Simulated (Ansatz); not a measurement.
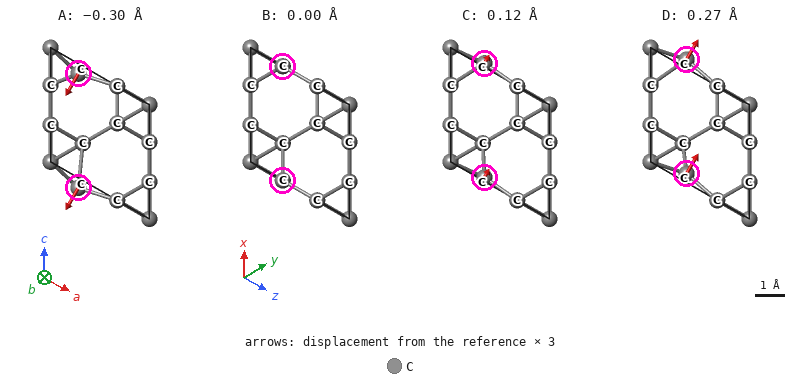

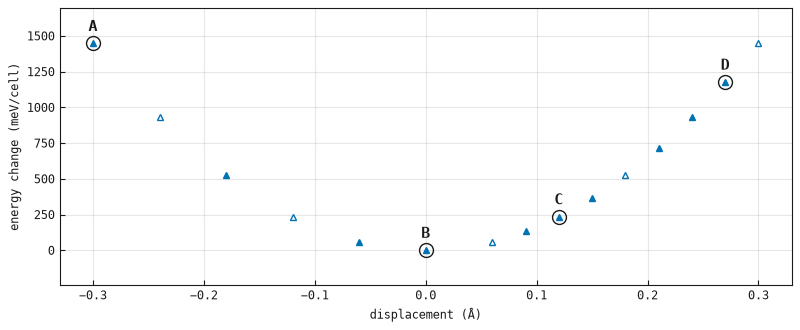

A scan of solid C (Im-3m): a C atom (one in each cell of 8 atoms) is moved along Cartesian [1 1 0], all else fixed. The lettered frames are marked on the plot. Hollow markers are points alike by symmetry, not computed again. The picture is a ball-and-stick view of the cell of the calculation, seen along the b axis. The ringed atoms are those of the scanned coordinate. Red arrows: displacements from the reference.

Theory: Ansatz, DFT r2SCAN, scalar-relativistic, plane waves, PAW. (plane-wave cutoff 500 eV; k-point mesh 8 × 8 × 8; occupations gaussian; smearing width 0.05 eV; no spin polarisation). Energies (free energies at the smearing named) are counted from the relaxed crystal.

### What does the scan show?

The lowest computed point lies at the displacement 0.00 Å (0 meV/cell). At the ends of the scan the energy is 1447 meV/cell (−0.30 Å) and 1447 meV/cell (0.30 Å). The curvature at zero is about 33 eV/Å². The well is symmetric. At the highest point the shortest interatomic distance is 1.39 Å, against 1.47 Å in the reference. The distortion takes the space group from Im-3m to P1.

The computed points:

```tsv
displacement (Å)	energy change (meV/cell)
−0.30	1447
−0.24	932
−0.18	527
−0.12	235
−0.06	59
0.00	0
0.06	59
0.09	132
0.12	235
0.15	367
0.18	527
0.21	716
0.24	932
0.27	1177
0.30	1447
```

Points that are alike by symmetry were computed once.
